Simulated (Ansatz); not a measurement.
# Run report: MgO, geometry relaxation (part 2 of 2)

The same run, continued: MgO (2 atoms in the cell); DFT HSE06, scalar-relativistic, plane waves, PAW, no spin polarisation (Ansatz 0.2.0); cutoff 420 eV, 10×10×10 k-mesh, Gaussian smearing of 0.02 eV. The structure derives from a Materials Project entry.

Geometry of the input (Å; fractional positions):
```
0.0000  2.0970  2.0970
2.0970  0.0000  2.0970
2.0970  2.0970  0.0000
Mg 0.0000  0.0000  0.0000
O  0.5000  0.5000  0.5000
```

### The program's output, continued
```
SCF iter   1: F=—  HF=-2494.347284 eV  |F-HF|=—  |Δ(HF+E_count)|=         —  Δρ=8.32e-4  dr2=8.82e-5  ethr=8.72e-7  ⟨swp⟩=3.3  Hψ=2460  notcnv=0
preconditioner: auto → none  [insulator: Δε(μ)=6.560 eV  Ē_g=21.153 eV  σ=0.020 eV  W_gap=1.00  n_scr=8 (ndim 8)  ℏωp=24.4 eV  f_vac=0.000  D(μ)=0.00/eV (n_scr^D=0)]
iter 2 solved again at ethr=4.63e-8 eV; its pass at ethr=5.01e-7 eV (dr2=7.41e-6 eV) is discarded
SCF iter   2: F=—  HF=-2494.347243 eV  |F-HF|=—  |Δ(HF+E_count)|=   4.16e-5  Δρ=2.40e-4  dr2=1.05e-4  ethr=4.63e-8  ⟨swp⟩=2.0  Hψ=2092  notcnv=0
SCF iter   3: F=—  HF=-2494.348724 eV  |F-HF|=—  |Δ(HF+E_count)|=   1.48e-3  Δρ=5.30e-4  dr2=2.50e-5  ethr=4.62e-8  ⟨swp⟩=4.0  Hψ=1580  notcnv=0
SCF iter   4: F=-2494.348706 eV  HF=-2494.348706 eV  |F-HF|=4.17e-7  |Δ(HF+E_count)|=   1.74e-5  Δρ=8.26e-5  dr2=9.17e-7  ethr=4.62e-8  ⟨swp⟩=3.0  Hψ=1316  notcnv=0
SCF 8 stopped early in 4 iterations: F = -2494.348706 eV  dr2 = 9.17e-7
hybrid outer 1: dexx = +1.501e-3 eV, tail = 5.48e-6 eV
Exchange kernel: α = 0.2500, screened, ω = 0.2079 Å⁻¹, Wigner–Seitz truncation, v(0) = 1046.9256 eV·Å³, q-mesh 10×10×10, nearest image of the exchange supercell L = 29.71 Å, pair-density grid 12×12×12, without the augmentation charges, whose exchange is taken in its separable form by FFT convolution over the k-point mesh (sized by the pseudopotential files, 18×18×18 at the most), smooth part of the exact exchange by density-matrix convolution
Frozen-core exchange: fock
SCF iter   1: F=—  HF=-2494.348700 eV  |F-HF|=—  |Δ(HF+E_count)|=         —  Δρ=5.31e-5  dr2=1.51e-7  ethr=1.71e-7  ⟨swp⟩=3.3  Hψ=1240  notcnv=0
preconditioner: auto → none  [insulator: Δε(μ)=6.566 eV  Ē_g=21.158 eV  σ=0.020 eV  W_gap=1.00  n_scr=8 (ndim 8)  ℏωp=24.4 eV  f_vac=0.000  D(μ)=0.00/eV (n_scr^D=0)]
SCF iter   2: F=—  HF=-2494.348700 eV  |F-HF|=—  |Δ(HF+E_count)|=   1.88e-7  Δρ=1.42e-5  dr2=2.96e-8  ethr=8.99e-10  ⟨swp⟩=4.0  Hψ=1448  notcnv=0
SCF iter   3: F=—  HF=-2494.348700 eV  |F-HF|=—  |Δ(HF+E_count)|=   6.45e-9  Δρ=9.39e-6  dr2=7.07e-9  ethr=1.42e-10  ⟨swp⟩=3.0  Hψ=1297  notcnv=0
SCF iter   4: F=—  HF=-2494.348700 eV  |F-HF|=—  |Δ(HF+E_count)|=   1.61e-8  Δρ=5.46e-6  dr2=3.55e-9  ethr=3.06e-11  ⟨swp⟩=3.6  Hψ=1299  notcnv=0
SCF iter   5: F=—  HF=-2494.348700 eV  |F-HF|=—  |Δ(HF+E_count)|=   1.88e-9  Δρ=2.25e-6  dr2=6.93e-10  ethr=2.10e-11  ⟨swp⟩=2.3  Hψ=955  notcnv=0
SCF iter   6: F=—  HF=-2494.348700 eV  |F-HF|=—  |Δ(HF+E_count)|=  3.63e-10  Δρ=4.63e-7  dr2=4.82e-11  ethr=3.14e-12  ⟨swp⟩=3.0  Hψ=1234  notcnv=0
SCF iter   7: F=—  HF=-2494.348700 eV  |F-HF|=—  |Δ(HF+E_count)|=  4.03e-10  Δρ=4.87e-7  dr2=3.11e-11  ethr=1.00e-12  ⟨swp⟩=3.0  Hψ=1130  notcnv=0
SCF iter   8: F=-2494.348700 eV  HF=-2494.348700 eV  |F-HF|=9.09e-13  |Δ(HF+E_count)|=  1.32e-11  Δρ=9.54e-8  dr2=1.06e-12  ethr=1.00e-12  ⟨swp⟩=2.0  Hψ=940  notcnv=0
SCF 9 converged in 8 iterations: F = -2494.348700 eV  dr2 = 1.06e-12
  Residual-converged pass: ⟨swp⟩=4.1  Hψ=1493  notcnv=0  max |occ|·‖R‖ = 9.8e-9 eV (tolerance 1.0e-8 eV)  dr2=8.91e-13  dr2_onsite=7.02e-13  max |Δocc| = 0.0e0
hybrid outer 2: dexx = +2.260e-8 eV, tail = 1.11e-8 eV, Δε = 1.72e-3 eV (about 1.15e-4 eV left of the loop's levels)
Exchange kernel: α = 0.2500, screened, ω = 0.2079 Å⁻¹, Wigner–Seitz truncation, v(0) = 1046.9256 eV·Å³, q-mesh 10×10×10, nearest image of the exchange supercell L = 29.71 Å, pair-density grid 12×12×12, without the augmentation charges, whose exchange is taken in its separable form by FFT convolution over the k-point mesh (sized by the pseudopotential files, 18×18×18 at the most), smooth part of the exact exchange by density-matrix convolution
Frozen-core exchange: fock
SCF iter   1: F=—  HF=-2494.348700 eV  |F-HF|=—  |Δ(HF+E_count)|=         —  Δρ=1.07e-6  dr2=9.44e-11  ethr=3.46e-10  ⟨swp⟩=4.1  Hψ=1365  notcnv=0
SCF iter   2: F=-2494.348700 eV  HF=-2494.348700 eV  |F-HF|=0.00e0  |Δ(HF+E_count)|=  6.59e-11  Δρ=9.34e-8  dr2=1.35e-12  ethr=1.00e-12  ⟨swp⟩=3.4  Hψ=1258  notcnv=0
SCF 10 converged in 2 iterations: F = -2494.348700 eV  dr2 = 1.35e-12
  Residual-converged pass: ⟨swp⟩=4.0  Hψ=1417  notcnv=0  max |occ|·‖R‖ = 9.7e-9 eV (tolerance 1.0e-8 eV)  dr2=1.35e-12  dr2_onsite=3.92e-13  max |Δocc| = 0.0e0
hybrid outer 3: dexx = +1.501e-11 eV, tail = 3.62e-12 eV, Δε = 7.21e-6 eV (about 6.25e-7 eV left of the loop's levels), ΔF = 1.21e-29 eV/Å (tail inf)
relax step   3: F+E_penalty+E_count = -2494.34870038 eV  Δ(F+E_penalty+E_count) = +6.427e-5 eV  max|allowed force component| = 4.667e-30 eV/Å  Δτ_max = 0.0000 Å  P = +0.003 GPa  Ω = 18.537 Å³  energy of the carried Pulay correction = -2.641e-4 eV  (14 SCF iters, accepted)
Exchange kernel: α = 0.2500, screened, ω = 0.2079 Å⁻¹, Wigner–Seitz truncation, v(0) = 1046.9256 eV·Å³, q-mesh 10×10×10, nearest image of the exchange supercell L = 29.71 Å, pair-density grid 12×12×12, without the augmentation charges, whose exchange is taken in its separable form by FFT convolution over the k-point mesh (sized by the pseudopotential files, 18×18×18 at the most), smooth part of the exact exchange by density-matrix convolution
Frozen-core exchange: fock
iter 1 solved again at ethr=7.44e-10 eV; its pass at ethr=1.00e-1 eV (dr2=1.19e-7 eV) is discarded
SCF iter   1: F=—  HF=-2494.348930 eV  |F-HF|=—  |Δ(HF+E_count)|=         —  Δρ=3.12e-5  dr2=2.77e-8  ethr=7.44e-10  ⟨swp⟩=10.1  Hψ=3513  notcnv=0  reapply=2
preconditioner: auto → none  [insulator: Δε(μ)=7.266 eV  Ē_g=21.455 eV  σ=0.020 eV  W_gap=1.00  n_scr=8 (ndim 8)  ℏωp=24.4 eV  f_vac=0.000  D(μ)=0.00/eV (n_scr^D=0)]
SCF iter   2: F=—  HF=-2494.348930 eV  |F-HF|=—  |Δ(HF+E_count)|=   1.95e-8  Δρ=1.43e-5  dr2=9.46e-9  ethr=1.57e-10  ⟨swp⟩=3.0  Hψ=1127  notcnv=0
SCF iter   3: F=—  HF=-2494.348930 eV  |F-HF|=—  |Δ(HF+E_count)|=   7.61e-9  Δρ=5.64e-6  dr2=1.48e-9  ethr=4.34e-11  ⟨swp⟩=3.0  Hψ=1067  notcnv=0
SCF iter   4: F=—  HF=-2494.348930 eV  |F-HF|=—  |Δ(HF+E_count)|=   2.57e-8  Δρ=2.35e-6  dr2=5.90e-10  ethr=8.07e-12  ⟨swp⟩=4.2  Hψ=1539  notcnv=0  defer=108
iter 5 solved again at ethr=1.00e-12 eV; its pass at ethr=3.69e-12 eV (dr2=2.45e-13 eV) is discarded
SCF iter   5: F=-2494.348930 eV  HF=-2494.348930 eV  |F-HF|=2.86e-11  |Δ(HF+E_count)|=  2.02e-10  Δρ=8.00e-8  dr2=3.70e-13  ethr=1.00e-12  ⟨swp⟩=2.0  Hψ=2360  notcnv=0
SCF 11 converged in 5 iterations: F = -2494.348930 eV  dr2 = 3.70e-13
hybrid outer 1: dexx = +1.008e-7 eV, tail = 1.15e-9 eV
Exchange kernel: α = 0.2500, screened, ω = 0.2079 Å⁻¹, Wigner–Seitz truncation, v(0) = 1046.9256 eV·Å³, q-mesh 10×10×10, nearest image of the exchange supercell L = 29.71 Å, pair-density grid 12×12×12, without the augmentation charges, whose exchange is taken in its separable form by FFT convolution over the k-point mesh (sized by the pseudopotential files, 18×18×18 at the most), smooth part of the exact exchange by density-matrix convolution
Frozen-core exchange: fock
SCF iter   1: F=—  HF=-2494.348930 eV  |F-HF|=—  |Δ(HF+E_count)|=         —  Δρ=2.01e-6  dr2=5.11e-10  ethr=3.59e-11  ⟨swp⟩=8.9  Hψ=2017  notcnv=0
SCF iter   2: F=-2494.348930 eV  HF=-2494.348930 eV  |F-HF|=0.00e0  |Δ(HF+E_count)|=  1.63e-10  Δρ=7.51e-8  dr2=1.19e-12  ethr=3.10e-12  ⟨swp⟩=3.0  Hψ=1094  notcnv=0
SCF 12 converged in 2 iterations: F = -2494.348930 eV  dr2 = 1.19e-12
  Residual-converged pass: ⟨swp⟩=4.3  Hψ=1488  notcnv=0  max |occ|·‖R‖ = 9.7e-9 eV (tolerance 1.0e-8 eV)  dr2=1.24e-12  dr2_onsite=1.67e-14  max |Δocc| = 0.0e0
hybrid outer 2: dexx = +1.103e-11 eV, tail = 2.55e-12 eV, Δε = 9.18e-6 eV (about 6.02e-7 eV left of the loop's levels)
relax step   4: F+E_penalty+E_count = -2494.34893040 eV  Δ(F+E_penalty+E_count) = -2.300e-4 eV  max|allowed force component| = 6.705e-30 eV/Å  Δτ_max = 0.0000 Å  P = +0.036 GPa  Ω = 18.537 Å³  stress off target by 3.56e-2 GPa  SCF on the basis re-selected at this cell (its energy is not comparable with the rows above)  (7 SCF iters)
```

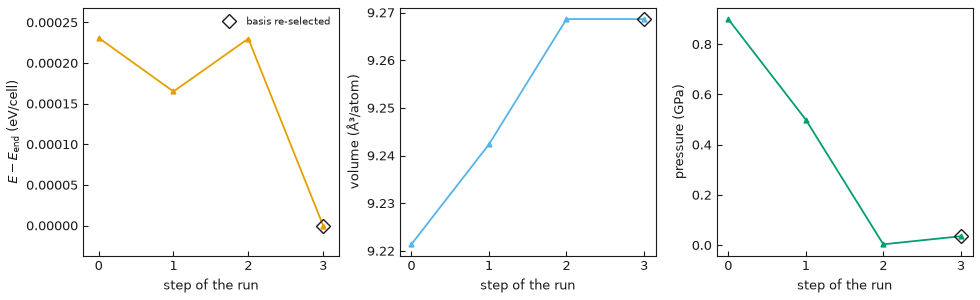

Progress of the relaxation, step by step (the first geometry is step 0 here and step 1 in the log). The atoms keep their places relative to the cell (all moves are under 0.005 Å). The energy falls by next to nothing (0.0 meV per cell of the calculation) in 2 geometry steps. All forces vanish by symmetry, so only the cell relaxes. Pressure: 0.90 GPa at the start and 0.04 GPa at the end. A last SCF at the same geometry on a re-selected plane-wave basis shifts the energy by −0.2 meV per cell of the calculation.

```
basis re-selected at this cell: Δ(F+E_penalty+E_count) = -2.300e-4 eV, ΔP = +0.032 GPa vs the last step (what re-selecting the basis moved, of the pressure what is left beyond the Pulay correction that the steps carried, after the strain that the cell walked since its last selection, with what the two solves' SCF thresholds leave and, on support functions, any second-order correction that the steps lacked; it is no measure of the basis error at this ecutwfc). This SCF's stress stands 3.56e-2 GPa from its target on what of the cell is left free (relax.cell.stress_tol is 5.00e-2 GPa) and its largest allowed force component is 6.71e-30 eV/Å (relax.f_tol is 5.00e-3 eV/Å): within both
hybrid SCF converged: 2 outer / 7 inner (+0 warm-up), last move |dexx| = 1.10e-11 eV, tail = 2.55e-12 eV
Stability not checked: this state was not tested for a lower state beside it, because the functional holds exact exchange (a hybrid, or Hartree-Fock), whose exchange loop this test does not read (fock_operator; see scf.lower_state_search)
Free energy (F): -2494.348930 eV
Frozen-core exchange: fock
Harris-Foulkes:  -2494.348930 eV  (|F-HF|=0.00e0)
Internal energy: -2494.348930 eV  (E = F + TS)
E sigma→0 (E₀):  -2494.348930 eV
Fermi energy:    10.258427 eV
--- Per-component energies (eV) ---
  E_band       = -338.380621
  E_kinetic    = 257.061128
  E_local      = -1597.850650  (includes V_loc(G=0)·N_el)
  E_nonlocal   = 141.098571
  E_hartree    = 553.583347
  E_xc         = -84.926333
  E_vxc        = -107.835551  (∫ρ·V_xc dr)
  E_exx        = -71.523779  (= α·E_x^exact, valence–valence)
  E_paw        = -399.017945  (= ΣΔE_a)
  E_vpaw       = 5.024258  (= ΣTr[D̂ρ^β])
  E_aug_tail   = 0.002496  (compensation charges beyond the density's cutoff)
  E_ewald      = -1292.714224
  E_core_change = -0.061541  (= ΣΔE_core)
  E_smearing   = -0.000000  (= −TS)
  E_closure    = 0.000000  (closes the sum)
  Σ components = -2494.348930   (vs F -2494.348930, Δ=-4.55e-13)
--- Forces (eV/Å), atoms counted from 1 ---
  atom   1  Mg     0.00000000    -0.00000000    -0.00000000
  atom   2  O      0.00000000    -0.00000000     0.00000000
  max |Σ_I F_I| component: 2.24e-29 eV/Å
--- Stress (GPa, compression-positive) ---
        0.035607      -0.000000      -0.000000
       -0.000000       0.035607      -0.000000
       -0.000000      -0.000000       0.035607
  P = ⅓ Tr σ = 0.0356 GPa (0.356 kbar)
--- Band table (eV; the first three rows and the last of 47) ---
  k-point 0: bands = ["-69.6239", "-34.4942", "-34.4942", "-34.4942", "-11.8781", "6.9755", "6.9755", "6.9755", "13.5413", "24.8085", "24.8085", "24.8085"]
  k-point 1: bands = ["-69.6231", "-34.5029", "-34.4950", "-34.4950", "-11.7617", "6.3161", "6.9013", "6.9013", "14.1731", "23.5227", "25.0656", "25.0656"]
  k-point 2: bands = ["-69.6208", "-34.5255", "-34.4970", "-34.4970", "-11.4425", "4.9116", "6.7128", "6.7128", "15.4255", "22.0206", "25.5974", "25.5974"]
  k-point 46: bands = ["-69.6118", "-34.5538", "-34.5396", "-34.5254", "-10.1782", "3.3955", "4.2610", "5.1115", "19.9615", "20.9980", "21.3469", "25.2254"]
--- Relaxed structure (3 steps of the walk, 3 accepted, 1 SCFs on fresh bases) ---
  F+E_penalty+E_count = -2494.34893040 eV   max|allowed force component| = 6.705e-30 eV/Å   (the final SCF, on the basis selected at the relaxed cell)
  cell:  # Å, volume = 18.5373 Å³
    - [7.834134500576969e-34, 2.100577352927763, 2.100577352927763]
    - [2.100577352927763, -2.5379829154085915e-34, 2.100577352927763]
    - [2.100577352927763, 2.100577352927763, -1.049950171680795e-33]
  atoms:
    - { symbol: Mg, position: [-5.979302860063794e-37, 3.587581716051763e-37, 5.381372574090697e-37] }
    - { symbol: O, position: [0.5, 0.5, 0.5] }
```

### Trajectory as extended XYZ (Å, eV, eV/Å), 4 frames, from step=1 to step=4
```
2
Lattice="0.0000 2.0970 2.0970 2.0970 0.0000 2.0970 2.0970 2.0970 0.0000" Properties=species:S:1:pos:R:3:forces:R:3 step=1 energy=-2494.34870 pressure_GPa=0.90
Mg    0.0000    0.0000    0.0000    0.0000   0.0000   0.0000
O     2.0970    2.0970    2.0970    0.0000   0.0000   0.0000
2
Lattice="0.0000 2.0986 2.0986 2.0986 0.0000 2.0986 2.0986 2.0986 0.0000" Properties=species:S:1:pos:R:3:forces:R:3 step=2 energy=-2494.34877 pressure_GPa=0.50
Mg    0.0000    0.0000    0.0000    0.0000   0.0000   0.0000
O     2.0986    2.0986    2.0986    0.0000   0.0000   0.0000
2
Lattice="0.0000 2.1006 2.1006 2.1006 0.0000 2.1006 2.1006 2.1006 0.0000" Properties=species:S:1:pos:R:3:forces:R:3 step=3 energy=-2494.34870 pressure_GPa=0.00
Mg    0.0000    0.0000    0.0000    0.0000   0.0000   0.0000
O     2.1006    2.1006    2.1006    0.0000   0.0000   0.0000
2
Lattice="0.0000 2.1006 2.1006 2.1006 0.0000 2.1006 2.1006 2.1006 0.0000" Properties=species:S:1:pos:R:3:forces:R:3 step=4 energy=-2494.34893 pressure_GPa=0.04
Mg    0.0000    0.0000    0.0000    0.0000   0.0000   0.0000
O     2.1006    2.1006    2.1006    0.0000   0.0000   0.0000
```

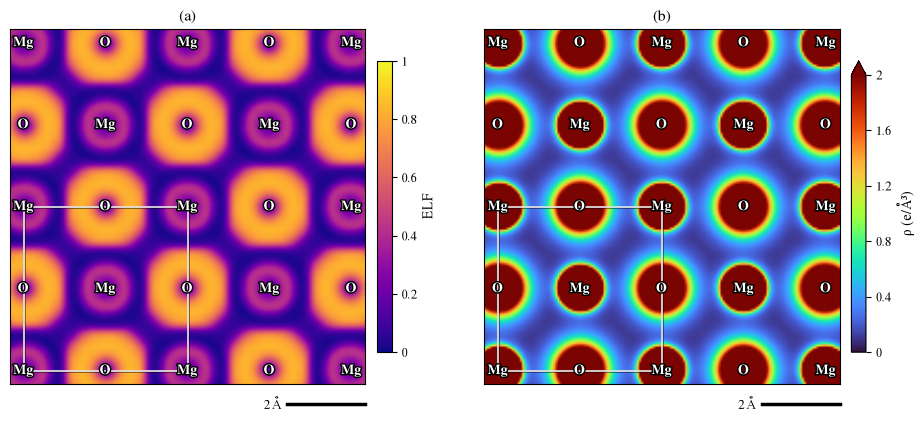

(a) electron localisation function; (b) valence pseudo-density on the (010) plane of the conventional cell. The plane passes through Mg and O nuclei. Mg–O (2.10 Å): ρ at the midpoint is about 0.34 e/Å³; the ELF is about 0.35 at the midpoint (a largely ionic contact). Away from the nuclei the density in this plane falls to 0.11 e/Å³ at its lowest. In a PAW calculation such maps are meaningful between the atoms, not at the nuclei.

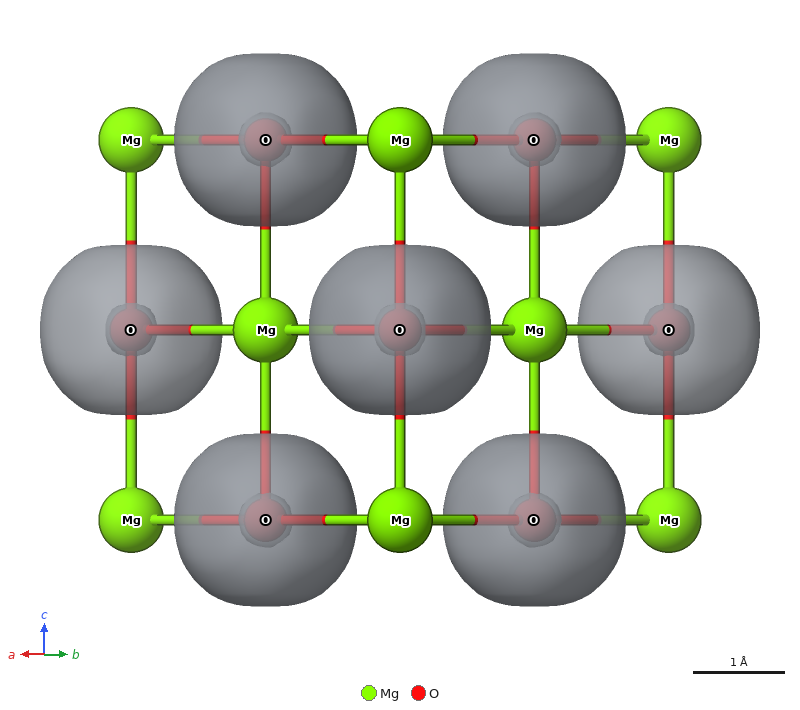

Isosurface of the ELF at 0.6 (grey), seen along [110]. Only the valence region is drawn (cores and ρ < 0.01 e/Å³ removed). Sticks mark near contacts. The outline is the cell set on symmetry axes. Profiles from the grid: Mg–O (2.10 Å): the ELF is about 0.35 at the midpoint, which marks a closed-shell, largely ionic contact.
